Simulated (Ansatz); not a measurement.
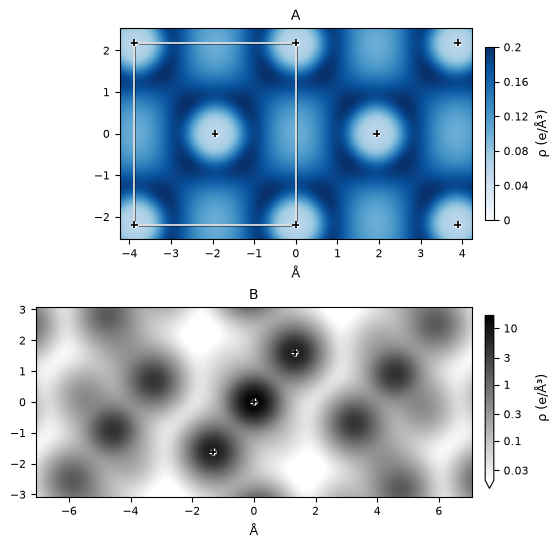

The valence electron density of 2 systems, each on a plane through atoms (crosses mark nuclei in the plane).

The calculation used DFT r2SCAN, scalar-relativistic, plane waves, PAW in Ansatz.

System 1: SnO$_{2}$, the (111) plane of the conventional cell. Space group R-3m; a structure from a database of computed crystals, not necessarily the ambient phase.

```yaml
crystal:
  lattice:
    - [3.20964, 0.00000, 0.00000]
    - [-1.60482, 2.77963, 0.00000]
    - [0.00000, 0.00000, 13.06486]
  atoms:
    - { symbol: Sn, position: [0.33333, 0.66667, 0.16667] }
    - { symbol: Sn, position: [0.00000, 0.00000, 0.50000] }
    - { symbol: Sn, position: [0.66667, 0.33333, 0.83333] }
    - { symbol: O, position: [0.00000, 0.00000, 0.24125] }
    - { symbol: O, position: [0.66667, 0.33333, 0.57458] }
    - { symbol: O, position: [0.33333, 0.66667, 0.90791] }
    - { symbol: O, position: [0.66667, 0.33333, 0.09209] }
    - { symbol: O, position: [0.33333, 0.66667, 0.42542] }
    - { symbol: O, position: [0.00000, 0.00000, 0.75875] }
```

System 2: Al, the (110) plane of the conventional cell. Space group I4/mmm; changed on purpose from its base cell (strain +0.080 along x and y, -0.040 along z, atoms carried along); computed pressure about −9 GPa in this cell; computed without spin polarisation.

```
CELL_PARAMETERS angstrom
2.18590 -2.18590 0.00000
2.18590 2.18590 0.00000
0.00000 0.00000 3.88604
ATOMIC_POSITIONS crystal
Al 0.00000 0.00000 0.00000
Al 0.50000 0.50000 0.50000
```

> Which map belongs to which system?

Panel A is system 2, Al: the plane holds Al. Al–Al (2.92 Å): ρ at the midpoint is about 0.18 e/Å³. Panel B is system 1, SnO$_{2}$: the plane holds Sn and O. Sn–O (2.09 Å): ρ is about 0.63 e/Å³ halfway.
